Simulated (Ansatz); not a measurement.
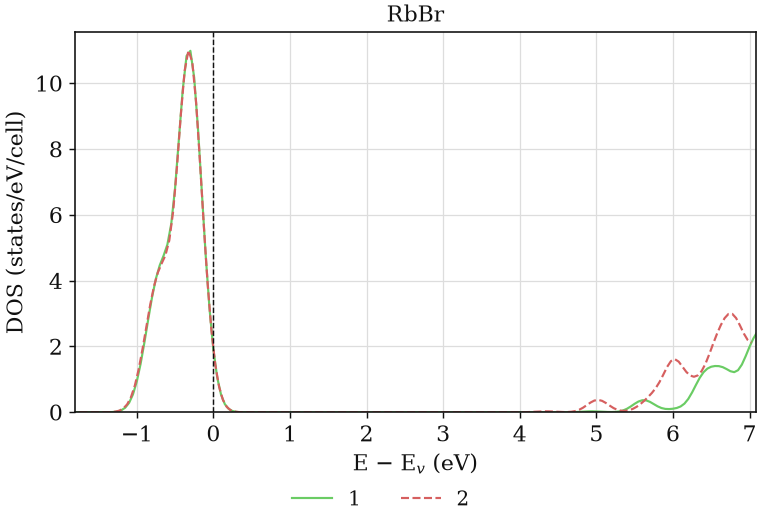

Total densities of states of RbBr, space group I4/mmm (No. 139), 2 atoms in the cell, rocksalt type, uniaxial (z) strain −3.0%, by two methods on the same cell. The curves are built from the levels of the k mesh with Gaussians 0.3 eV wide, which also blur the band edges. Each is counted from its own valence-band top.

Which curve is which? The methods: PBE, r2SCAN.

Answer. 1 is r2SCAN; 2 is PBE. r2SCAN gives a gap of 4.94 eV and PBE gives a gap of 4.34 eV.

Settings. r2SCAN: DFT, r2SCAN, plane waves, PAW, no spin polarisation, 6×6×6 k mesh, 500 eV cutoff (Ansatz 0.2.0). PBE: DFT, PBE, plane waves, PAW, no spin polarisation, 6×6×6 k mesh, 420 eV cutoff (Ansatz).
